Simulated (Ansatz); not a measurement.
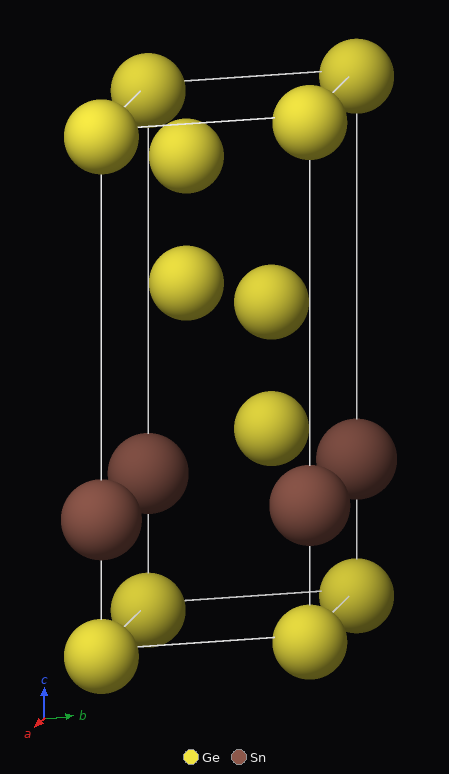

Spheres-only drawing of the structure, looking slightly off an axis. The lines enclose the conventional unit cell; boundary atoms appear with their images.

SnGe5, space group P3m1 (No. 156), a = 4.139 Å, b = 4.139 Å, c = 10.073 Å, α = 90.00°, β = 90.00°, γ = 120.00°. The structure was taken from a structure type filled with these elements by a generator (whether the compound takes this form wasn't checked). Earlier steps of the study, as a rule a relaxation of our own, may have changed the cell and positions, so they can lie some per cent off the listed ones. A calculation with Ansatz used it as input.

This one geometry was computed with Ansatz (DFT, plane waves, PAW) at three levels of theory: PBE with spin-orbit coupling, PBE and r2SCAN. It was relaxed beforehand with r2SCAN.

Q: Which level gives the highest pressure at this volume, and what does that say about its equilibrium volume?

A: Highest: PBE with spin-orbit coupling (2.4 GPa) and PBE (2.4 GPa), which points to the largest equilibrium volume. Lowest, with the smallest volume: r2SCAN (-0.2 GPa). Levels within 0.5 GPa of each other can't be told apart.

Q: How does the band gap change with the level of theory?

A: All levels give a metal.

Q: Collect the results in a table.

A:
| level | cutoff (eV) | k-mesh of the run's cell | gap (eV) | pressure (GPa) |
| --- | --- | --- | --- | --- |
| PBE with spin-orbit coupling | 420 | 12×12×4 | metal | 2.4 |
| PBE | 420 | 12×12×4 | metal | 2.4 |
| r2SCAN | 500 | 12×12×4 | metal | -0.2 |

Gaps are taken on the k-mesh or band path of each run.
